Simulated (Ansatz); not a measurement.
Gd

Input

```
crystal:
  lattice:
    - [0.0, -4.05, 4.05]
    - [4.05, 0.0, 0.0]
    - [2.025, 2.025, 6.075]
  atoms:
    - { symbol: Gd, position: [0.0, 0.0, 0.0], spin: 7.1 }
    - { symbol: Gd, position: [0.5, 0.5, 0.0], spin: -7.1 }
    - { symbol: Gd, position: [0.75, 0.25, 0.5], spin: 7.1 }
    - { symbol: Gd, position: [0.25, 0.75, 0.5], spin: -7.1 }
magnetization:
  spin_polarized: true
kpoints:
  mp_grid: { grid: [8, 8, 8] }
scf:
  occupations: { method: fermi_dirac, width: 0.025 }
  lower_state_search: "off"
hamiltonian:
  xc: lda
  pseudopotentials: { kind: paw }
output:
  eigenvalues: false
  eigenstates:
    nscf_kmesh: { grid: [8, 8, 8] }
    top_band: c87
    exchange_couplings: { magnetic: [{ species: Gd }] }
  write_density: true
  write_potential: true
  elf: true
  volumetric_format: npy
```

Launched as:

```sh
ansatz run input.yaml --threads 2 --pin off --max-ram 6144MiB --backend cpu --events-out ev --progress --plain --runs-dir out
```

Below, planes, directions and counts refer to the cell of the magnetic structure (a = 4.05 Å, b = 5.73 Å, c = 11.46 Å, α = 90.00°, β = 90.00°, γ = 90.00°).

Space group Im-3m; spin-polarised.

Theory: Ansatz 0.2.0, DFT, LDA, PAW with Ansatz's default frozen-core files, scalar-relativistic.

In a PAW calculation such maps are meaningful between the atoms, not at the nuclei.

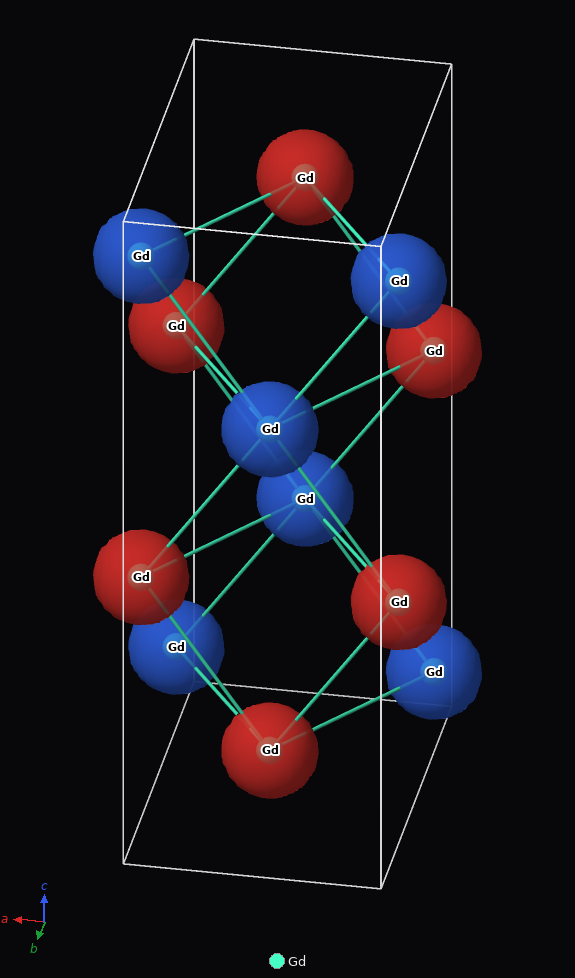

Figure 1. Isosurfaces of the spin density at +0.8 (blue) and −0.8 e/Å³ (red), seen at an oblique angle. Sticks mark near contacts.

> Describe the spin distribution.

The spin density sits on Gd: +7.1 μB (×4) and −7.1 μB (×4) in one cell of 8 atoms: antiferromagnetic in this solution, which needn't be the ground state, with some nearest magnetic neighbours parallel and some opposed. The cell of the calculation (4 atoms) carries 0.0 μB of net spin moment.

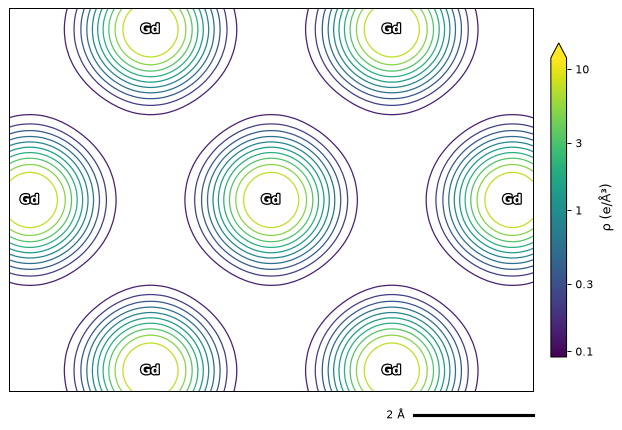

Figure 2. Valence electron density on the (001) plane of the cell of the magnetic structure.

> What does the map show?

The section cuts through Gd sites.
Gd–Gd (3.51 Å): ρ is about 0.1 e/Å³ halfway.
Between the atoms the lowest density in this plane is 0.09 e/Å³.

> Metal or insulator at this level of theory?

It is metallic or semimetallic at this level of theory: no gap opens.
